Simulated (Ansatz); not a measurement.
**Geometry relaxation of Al5P4 (part 2 of 2)**

The same run, continued: Al5P4 (slab, 9 atoms in the cell); DFT PBEsol, scalar-relativistic, plane waves, PAW, no spin polarisation (Ansatz 0.2.0); cutoff 420 eV, 7×7×1 k-mesh, Gaussian smearing of 0.05 eV. The structure derives from an entry of the Crystallography Open Database. It belongs to a series of runs on one base structure; here: (1 0 0) slab, atoms relaxed.

Geometry of the input (Å; fractional positions):
```
3.8681  0.0000  0.0000
0.0000  3.8681  0.0000
0.0000  0.0000  25.9407
Al 0.5000  0.5000  0.2891
P  0.5000  0.0000  0.3418
Al 0.0000  0.0000  0.3946
P  0.0000  0.5000  0.4473
Al 0.5000  0.5000  0.5000
P  0.5000  0.0000  0.5527
Al 0.0000  0.0000  0.6054
P  0.0000  0.5000  0.6582
Al 0.5000  0.5000  0.7109
```

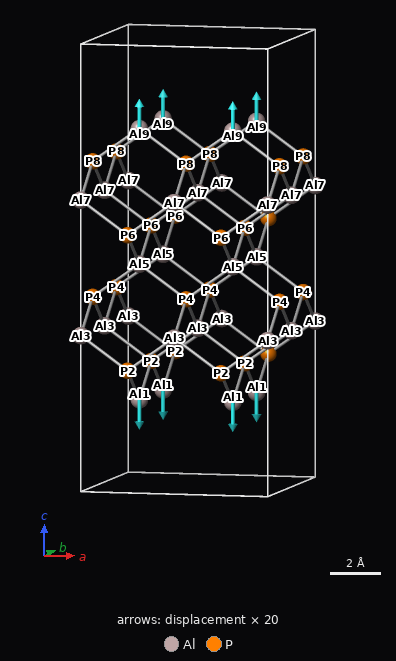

*The starting structure with the displacements as teal arrows, magnified 20 times (ball-and-stick view of the 2 × 2 repeat of the cell, with the vacuum cut short, seen slightly off an axis).*

The energy falls by 17.0 meV per cell of the calculation in 3 geometry steps. The largest force component goes from 0.27 to 0.0019 eV/Å. The largest moves, 0.061 Å, are those of Al1 and Al9. Largest moves by element: Al 0.061 Å, P 0.003 Å. The cell stays as it was. Among the contacts that change: Al1–P2 2.369 → 2.402 Å. Among the angles that change: Al9–P8–Al9 109.5° → 107.2°, P8–Al9–P8 109.5° → 107.2°. (Atoms are counted from 1 in the order of the input.)

```
WARN: The output density's exchange-correlation potential varies sharply where the density is thin. Do not read a vacuum level from v_tot or v_xc, or from such a field of the output density. On a cell that repeats whose density bears no net charge and no dipole along the vacuum's axis use v_es (v_loc + v_h of the components); under efield.dipole_correction with no amplitude use v_es + v_field, which holds any external_charges[].barrier, or the levels of the report's work_function block, which leave it out; under a non-zero efield.amplitude the vacuum is tilted and has no level; on a cell that repeats and bears such a dipole with no correction it is tilted too, and efield.dipole_correction with no amplitude gives each side of its ramp a level where efield: is served; in a cell that repeats whose density bears a net charge (total_charge, or a fill off its count) it is curved and has none; of a slab under crystal.periodic whose density bears no net charge use v_es, which has a level on each side, short of where the two are joined; of another it falls or rises all the way out and has none; of a slab beside external_charges read slab_vacuum_level instead, which it has where they leave it neutral. The grid or the basis barely resolves most such structure, and the values can differ between equally converged runs; as a rule a tighter scf.convergence.dr2_threshold does not remove it. Where the density itself ripples (under the LDA too) a higher basis.ecutwfc lessens it. The files hold the spikes' plane waves up to the density's cutoff. Files: v_tot_of_output_density and the like, and their columns of v_z.tsv (output.write_potential); v_xc_of_output_density and the like, and their columns of v_comp_z.tsv (output.write_potential_components). Measured: with its Gaussian average of σ = 0.25 Å subtracted twice, the exchange-correlation potential is over 0.1 eV at 124 of the grid points where the equally averaged density (valence and model cores) is under 1e-3 e/Å³, and 0.155 eV at the most among them, at an averaged density of 4.8e-8 e/Å³. The input density's (outcome.potential() and, of a run that writes arrays, v_tot and v_xc) is over 0.1 eV, so measured, at 18 points of its own thin density, 0.113 eV at the most. See output.write_potential in the manual, Limitations
SCF converged after 6 iterations
Free energy (F): -5583.452477 eV
Harris-Foulkes:  -5583.452477 eV  (|F-HF|=1.91e-9)
Internal energy: -5583.446348 eV  (E = F + TS)
E sigma→0 (E₀):  -5583.449413 eV
Entropy (-TS):   -0.006130 eV (-0.681 meV/atom)
Fermi energy:    0.198916 eV
Dipole field:    D = 0.000002 V/Å  (p = 0.000005 e·Å, saw-weighted, corrected)
Work function:   Φ+ = 4.9967 eV   Φ− = 4.9968 eV
Levels:          The Fermi level and band energies are counted from a zero that moves with the ramp; work functions are not
--- Per-component energies (eV) ---
  E_band       = -166.007000
  E_kinetic    = 388.297263
  E_local      = -9488.027986  (includes V_loc(G=0)·N_el)
  E_nonlocal   = 190.504219
  E_hartree    = 4586.482369
  E_xc         = -435.238033
  E_vxc        = -380.898545  (∫ρ·V_xc dr)
  E_paw        = -4490.376044  (= ΣΔE_a)
  E_vpaw       = -48.860960  (= ΣTr[D̂ρ^β])
  E_aug_tail   = 0.000000  (compensation charges beyond the density's cutoff)
  E_efield     = 0.000000  (sawtooth field / dipole correction)
  E_vefield    = -0.000000  (∫n·V_field dr)
  E_ewald      = 3664.631784
  E_core_change = 0.280079  (= ΣΔE_core)
  E_smearing   = -0.006130  (= −TS)
  E_closure    = -0.000000  (closes the sum)
  Σ components = -5583.452477   (vs F -5583.452477, Δ=0.00e0)
--- Forces (eV/Å), atoms counted from 1 ---
  atom   1  Al     0.00000000     0.00000000    -0.00061113
  atom   2  P      0.00000000     0.00000000     0.00185630
  atom   3  Al     0.00000000     0.00000000    -0.00070436
  atom   4  P      0.00000000     0.00000000    -0.00143045
  atom   5  Al     0.00000000     0.00000000    -0.00001392
  atom   6  P      0.00000000     0.00000000     0.00139510
  atom   7  Al     0.00000000     0.00000000     0.00070945
  atom   8  P      0.00000000     0.00000000    -0.00182785
  atom   9  Al     0.00000000     0.00000000     0.00062747
  max |Σ_I F_I| component: 6.03e-7 eV/Å
--- Band table (eV; the first three rows and the last of 16) ---
  k-point 0: bands = ["-11.9516", "-11.4856", "-10.8148", "-10.1173", "-5.7505", "-5.0013", "-3.7262", "-2.5795", "-2.5795", "-2.1857", "-2.1382", "-2.1382", "-1.5187", "-1.5187", "-0.9125", "-0.9125", "-0.3371", "0.1185", "1.1205", "1.6488", "2.0862", "2.1938", "2.7425", "3.0181", "3.3171", "3.4711", "3.8941"]
  k-point 1: bands = ["-11.8058", "-11.3551", "-10.7154", "-10.0699", "-5.6540", "-5.0410", "-4.1037", "-3.1916", "-3.0478", "-2.4606", "-2.4190", "-2.0385", "-2.0125", "-1.4564", "-1.3664", "-0.9094", "-0.0369", "0.0309", "1.5238", "2.0970", "2.6340", "2.9459", "3.0553", "3.2747", "3.5615", "3.8005", "3.9930"]
  k-point 2: bands = ["-11.3924", "-11.0009", "-10.4830", "-10.0296", "-5.6192", "-5.4145", "-4.8955", "-4.3083", "-3.6725", "-3.3895", "-2.2369", "-2.1282", "-1.7755", "-1.6427", "-1.3245", "-0.9655", "-0.1898", "0.1181", "1.6762", "2.1091", "2.6964", "2.8309", "3.1551", "3.7942", "4.1743", "4.2018", "4.5604"]
  k-point 15: bands = ["-9.9336", "-9.8292", "-9.7523", "-9.7483", "-5.7753", "-5.5979", "-5.5845", "-4.8277", "-4.7752", "-3.7344", "-3.6273", "-3.0587", "-3.0018", "-2.8780", "-2.8771", "-2.6773", "0.0390", "0.2186", "0.5126", "0.5560", "1.8309", "1.9339", "2.4329", "2.9145", "3.5620", "3.9308", "3.9849"]
--- Relaxed structure (4 steps of the walk, 4 accepted, 0 SCFs on fresh bases) ---
  F+E_penalty+E_count = -5583.45247742 eV   max|allowed force component| = 1.856e-3 eV/Å
  atoms:
    - { symbol: Al, position: [0.5, 0.5, 0.28677722310932247] }
    - { symbol: P, position: [0.5, 0.0, 0.34170636037196306] }
    - { symbol: Al, position: [0.0, 0.0, 0.39480116834692636] }
    - { symbol: P, position: [0.0, 0.5, 0.44728417555572575] }
    - { symbol: Al, position: [0.5, 0.5, 0.5000001650630271] }
    - { symbol: P, position: [0.5, 0.0, 0.5527161169521057] }
    - { symbol: Al, position: [0.0, 0.0, 0.605198867751895] }
    - { symbol: P, position: [0.0, 0.5, 0.6582934467470178] }
    - { symbol: Al, position: [0.5, 0.5, 0.713222476102017] }
```

Trajectory as extended XYZ (Å, eV, eV/Å), 4 frames, from step=1 to step=4:
```
9
Lattice="3.8681 0.0000 0.0000 0.0000 3.8681 0.0000 0.0000 0.0000 25.9407" Properties=species:S:1:pos:R:3:forces:R:3 step=1 energy=-5583.43547
Al    1.9341    1.9341    7.5000    0.0000   0.0000  -0.2747
P     1.9341    0.0000    8.8676    0.0000   0.0000   0.1861
Al    0.0000    0.0000   10.2352    0.0000   0.0000   0.1180
P     0.0000    1.9341   11.6028    0.0000   0.0000  -0.0310
Al    1.9341    1.9341   12.9703    0.0000   0.0000   0.0000
P     1.9341    0.0000   14.3379    0.0000   0.0000   0.0310
Al    0.0000    0.0000   15.7055    0.0000   0.0000  -0.1180
P     0.0000    1.9341   17.0731    0.0000   0.0000  -0.1863
Al    1.9341    1.9341   18.4407    0.0000   0.0000   0.2747
9
Lattice="3.8681 0.0000 0.0000 0.0000 3.8681 0.0000 0.0000 0.0000 25.9407" Properties=species:S:1:pos:R:3:forces:R:3 step=2 energy=-5583.44957
Al    1.9341    1.9341    7.4609    0.0000   0.0000  -0.1173
P     1.9341    0.0000    8.8617    0.0000   0.0000   0.1119
Al    0.0000    0.0000   10.2396    0.0000   0.0000   0.0162
P     0.0000    1.9341   11.6031    0.0000   0.0000  -0.0136
Al    1.9341    1.9341   12.9703    0.0000   0.0000   0.0000
P     1.9341    0.0000   14.3376    0.0000   0.0000   0.0136
Al    0.0000    0.0000   15.7011    0.0000   0.0000  -0.0163
P     0.0000    1.9341   17.0790    0.0000   0.0000  -0.1118
Al    1.9341    1.9341   18.4798    0.0000   0.0000   0.1173
9
Lattice="3.8681 0.0000 0.0000 0.0000 3.8681 0.0000 0.0000 0.0000 25.9407" Properties=species:S:1:pos:R:3:forces:R:3 step=3 energy=-5583.45243
Al    1.9341    1.9341    7.4379    0.0000   0.0000   0.0132
P     1.9341    0.0000    8.8657    0.0000   0.0000  -0.0218
Al    0.0000    0.0000   10.2414    0.0000   0.0000   0.0063
P     0.0000    1.9341   11.6024    0.0000   0.0000   0.0047
Al    1.9341    1.9341   12.9703    0.0000   0.0000   0.0000
P     1.9341    0.0000   14.3383    0.0000   0.0000  -0.0046
Al    0.0000    0.0000   15.6993    0.0000   0.0000  -0.0063
P     0.0000    1.9341   17.0750    0.0000   0.0000   0.0217
Al    1.9341    1.9341   18.5028    0.0000   0.0000  -0.0132
9
Lattice="3.8681 0.0000 0.0000 0.0000 3.8681 0.0000 0.0000 0.0000 25.9407" Properties=species:S:1:pos:R:3:forces:R:3 step=4 energy=-5583.45248
Al    1.9341    1.9341    7.4392    0.0000   0.0000  -0.0006
P     1.9341    0.0000    8.8641    0.0000   0.0000   0.0019
Al    0.0000    0.0000   10.2414    0.0000   0.0000  -0.0007
P     0.0000    1.9341   11.6029    0.0000   0.0000  -0.0014
Al    1.9341    1.9341   12.9703    0.0000   0.0000   0.0000
P     1.9341    0.0000   14.3378    0.0000   0.0000   0.0014
Al    0.0000    0.0000   15.6993    0.0000   0.0000   0.0007
P     0.0000    1.9341   17.0766    0.0000   0.0000  -0.0018
Al    1.9341    1.9341   18.5015    0.0000   0.0000   0.0006
```

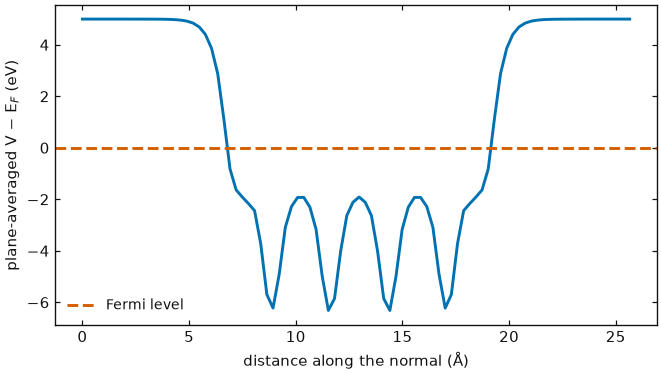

*Plane average of the electrostatic potential energy of an electron across the cell, from the Fermi level.*

The vacuum level lies 5.00 eV above the Fermi level.

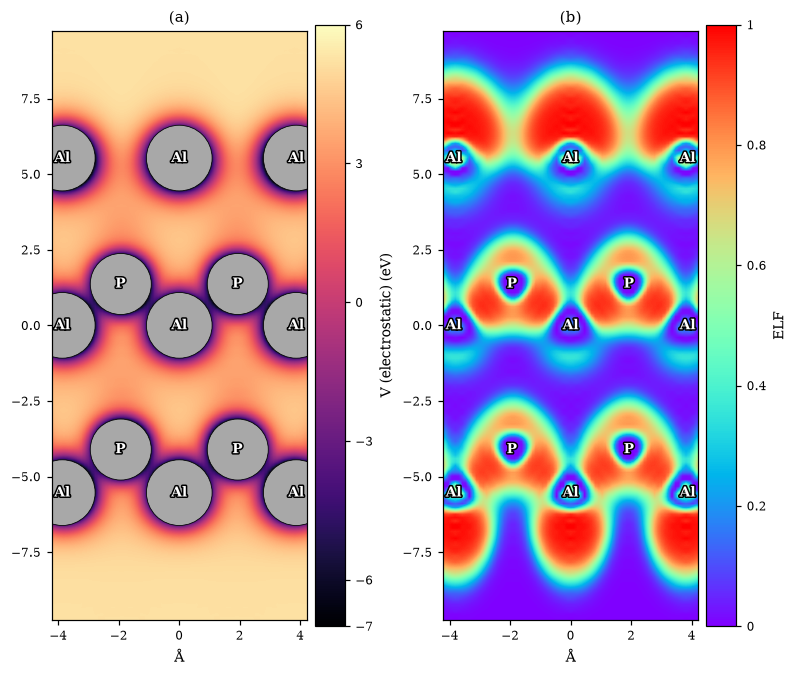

*(a) electrostatic potential energy of an electron; (b) ELF on the (100) plane of the calculation cell, a cut from vacuum to vacuum. Grey discs, where drawn, cover atomic cores.*

Atoms in the plane: Al and P. Al–P (2.37 Å): the ELF peaks at about 0.95 between the atoms, which marks localised, shared-pair bonding. The fields are those of the smooth PAW valence density.

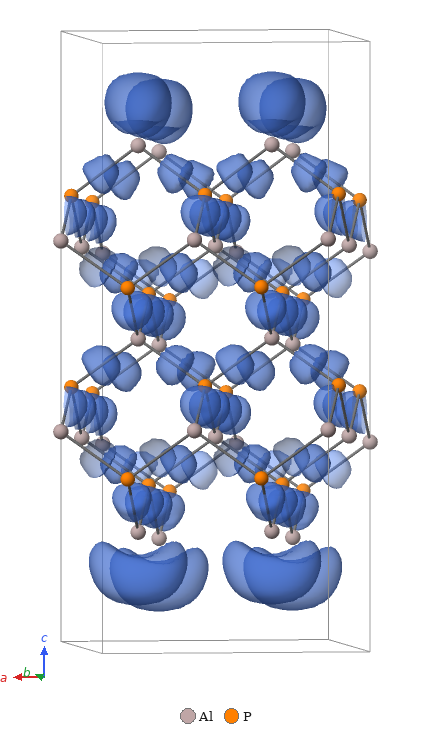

*Isosurface of the electron localisation function at 0.85 (blue), seen at an oblique angle. Core shells and regions of very low density are left out. Sticks mark near contacts.*

Counts are for one cell; the picture repeats the cell along the surface.  Values along the shortest contacts:

Key numbers:

```json
{"quantity": "outcome", "value": "converged"}
{"quantity": "electrons treated", "value": "35"}
{"quantity": "free energy", "value": "−5583.4525 eV"}
{"quantity": "work function, top face", "value": "5.00 eV"}
{"quantity": "work function, bottom face", "value": "5.00 eV"}
{"quantity": "Fermi energy", "value": "0.199 eV"}
{"quantity": "gap on the k-point mesh", "value": "none (metallic)"}
{"quantity": "final volume", "value": "388.13 Å³"}
{"quantity": "work function (upper face)", "value": "5.00 eV"}
{"quantity": "largest force (length of the vector) at the end", "value": "0.002 eV/Å"}
{"quantity": "hardware", "value": "1 thread of Arm Neoverse V2, 128 GiB of memory available, shared host"}
{"quantity": "wall time", "value": "83 s"}
{"quantity": "peak memory", "value": "0.52 GiB"}
```

Warnings of the run: the exchange-correlation potential is rough where the density is thin.
